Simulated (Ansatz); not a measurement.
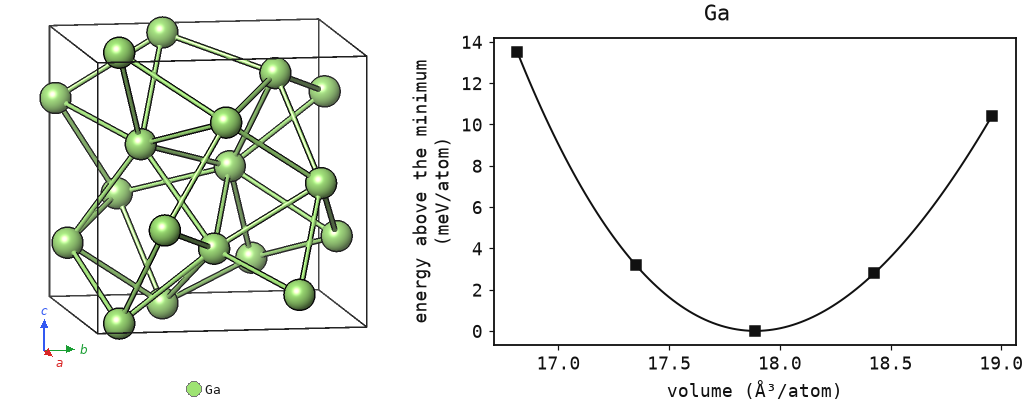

Plotted: energy above the minimum against volume for Ga, space group I-43d (No. 220). The conventional cell is drawn beside the plot.

Starting cell:
```xyz
6
Lattice="-2.9937 2.9937 2.9937 2.9937 -2.9937 2.9937 2.9937 2.9937 -2.9937" Properties=species:S:1:pos:R:3 pbc="T T T"
Ga    2.2453    0.0000    1.4968
Ga    1.4968    2.2453    0.0000
Ga    0.7484    0.0000    4.4905
Ga    4.4905    0.7484    0.0000
Ga    0.0000    1.4968    2.2453
Ga    0.0000    4.4905    0.7484
```

How it was computed, with Ansatz 0.2.0: third-order Birch-Murnaghan fit to density functional energies at scaled volumes of the given relaxed cell, shape and atoms relaxed at each volume; energies count from the fitted minimum; plane waves with PAW datasets, Γ-centred k mesh. Level: r2SCAN, no spin polarisation.

wave cutoff 500 eV; k mesh 8×8×8; occupations Gaussian; smearing width 0.1 eV.

From this curve and the settings, what does the calculation give for the pressure at the same points?

The pressure falls from 4.30 GPa at volume 16.814 Å³/atom to −2.97 GPa at 18.960 Å³/atom, and changes sign near 17.89 Å³/atom.

| volume (Å³/atom) | pressure (GPa) |
| --- | --- |
| 16.814 | 4.30 |
| 17.350 | 1.95 |
| 17.887 | 0.00 |
| 18.423 | −1.62 |
| 18.960 | −2.97 |
